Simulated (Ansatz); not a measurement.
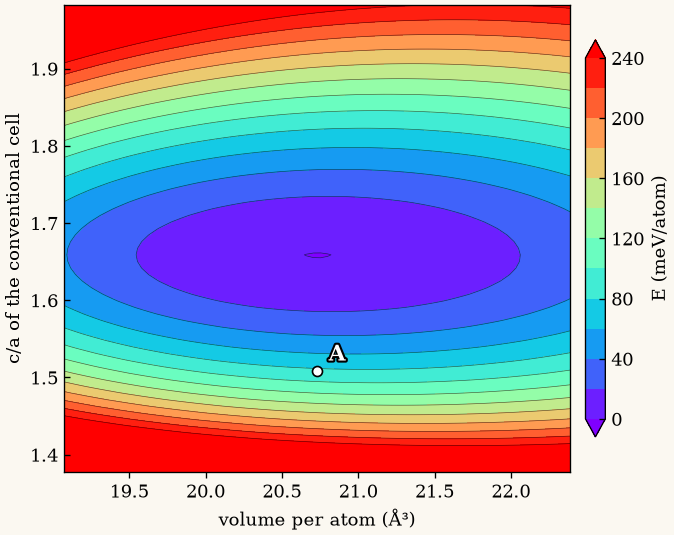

SiGe (P6_3mc, No. 186; 4 atoms in the cell). The energy is mapped over volume and the cell's shape. Coordinates scanned: (1) volume per atom; (2) c/a of the conventional cell. Nothing is relaxed (fractional coordinates fixed). The scan uses a 5 × 5 grid. Points are written as (first, second). All energies are given in meV/atom relative to the lowest grid point. The band gap closes in part of the range. These are results of Ansatz 0.2.0, DFT LDA, scalar-relativistic, plane waves, PAW, not measurements. Settings: cutoff 420 eV, k-mesh 12×12×6 in the order of the run's cell vectors, gaussian smearing 0.03 eV, no spin polarisation.

Drawn: filled contours, one colour for all values above the top of the scale, the point A. Between grid points the surface is interpolated.

Is A at rest? If not, where is it pushed?

A, at (20.73 Å³, 1.509), is not a stationary point. The computed force is 8.4 meV/atom for each Å³ towards larger values of volume per atom and 1300 meV/atom for each unit towards larger values of c/a of the conventional cell.

PAW datasets: the set soft_1.
